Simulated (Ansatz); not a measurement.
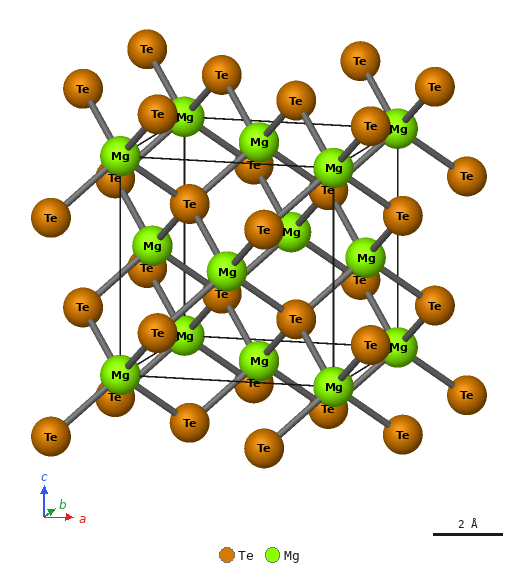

This is the input geometry for a relaxation of crystalline MgTe (set up in F-43m). The picture is a ball-and-stick view of the conventional cell (4 times the calculation's cell), seen slightly off an axis. Lengths and directions refer to the drawn axes.

The run lets cell and atoms move.

The calculation used Ansatz, Kohn-Sham DFT of a periodic cell, HSEsol, Ansatz PAW.

Input
```yaml
crystal:
  lattice:
    - [0.0, 3.2319988239, 3.2319988239]
    - [3.2319988239, 0.0, 3.2319988239]
    - [3.2319988239, 3.2319988239, 0.0]
  atoms:
    - { symbol: Te, position: [0.25, 0.25, 0.25] }
    - { symbol: Mg, position: [0.0, 0.0, 0.0] }
hamiltonian:
  xc:
    exchange: hjs_pbesol
    correlation: pbesol
    exx: { coeff: 0.25, omega: 0.207 }
  pseudopotentials: { kind: paw }
kpoints:
  mp_grid: { grid: [4, 4, 4] }
scf:
  occupations: { method: fermi_dirac, width: 0.05 }
output:
  forces: true
  stress: true
  eigenvalues: true
relax:
  f_tol: 0.01
  max_steps: 40
  cell: { stress_tol: 0.05 }
```

Question: Where does the relaxation end?

Answer: No atom moves by more than 0.005 Å relative to the cell. The drawn cell changes as follows: a = b = c 6.464 → 6.425 Å (−0.6 %); the volume changes by −1.8 %. Near-neighbour distances that change, for instance: Mg–Te 2.799 → 2.782 Å. The space group stays F-43m (No. 216). Over 2 accepted moves (3 points after the start) the energy falls by 2.7 meV per cell of the calculation. All forces vanish by symmetry, so only the cell relaxes. The pressure goes from −0.68 to −0.01 GPa. At 1 point the geometry stayed and the basis and grid were re-selected for the new cell (energy shift of 0.1 meV per cell of the calculation at most each time). The run took 52 s on 1 × NVIDIA H100 80GB HBM3 with 2 threads of AMD EPYC 7R13 Processor (Zen 3), with other jobs on the host, peak memory 1.5 GiB.

Step by step:

| step | E − E(0), meV/atom | pressure, GPa | volume, Å³/atom | note |
| --- | --- | --- | --- | --- |
| 0 | 0.00 | -0.68 | 33.761 |  |
| 1 | -1.27 | 0.23 | 32.958 |  |
| 2 | -1.39 | -0.01 | 33.156 |  |
| 3 | -1.33 | -0.01 | 33.156 | same geometry, new basis |
